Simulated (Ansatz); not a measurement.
```xyz
6
Lattice="3.2855 0.0000 0.0000 -1.6427 2.8453 0.0000 0.0000 0.0000 24.2386" Properties=species:S:1:pos:R:3 pbc="T T T"
Se    0.0000    1.8969    4.4999
W     1.6428    0.9484    6.1847
Se    0.0000    1.8969    7.8693
Se    2.1903    0.6323   12.4793
W    -1.0952    2.5292   14.1641
Se    2.1903    0.6323   15.8487
```

A point of a scan over the structure, not its minimum; PAW files of the earlier set (soft_1).

Method: DFT PBE+D3(BJ), scalar-relativistic, plane waves, PAW in Ansatz 0.2.0.

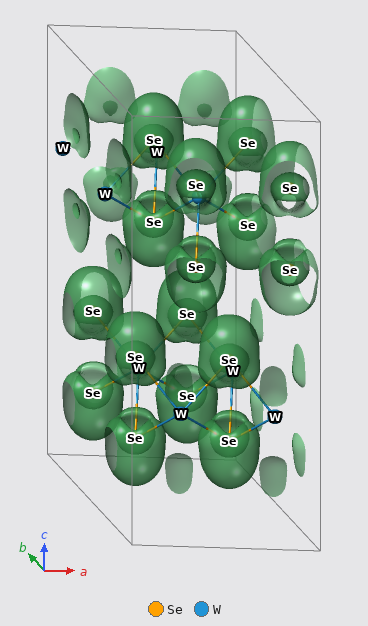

WSe₂ (slab). Isosurface of the electron localisation function at 0.7 (green), seen at an oblique angle. Only the valence region is drawn (cores and ρ < 0.01 e/Å³ removed). Sticks mark near contacts.

Where are the electrons localised?

The surface consists of four regions wrapped around Se (the valence shell of each), counted in one cell of 6 atoms. Counts are for one cell; the picture repeats the cell along the surface. Profiles from the grid: W–Se (2.54 Å): the ELF is about 0.55 at the midpoint.

Does the calculation give a band gap?

It is gapped, with a Kohn–Sham gap of 1.7 eV on the k-point mesh (the band edges may lie off the mesh, which would make the gap smaller).
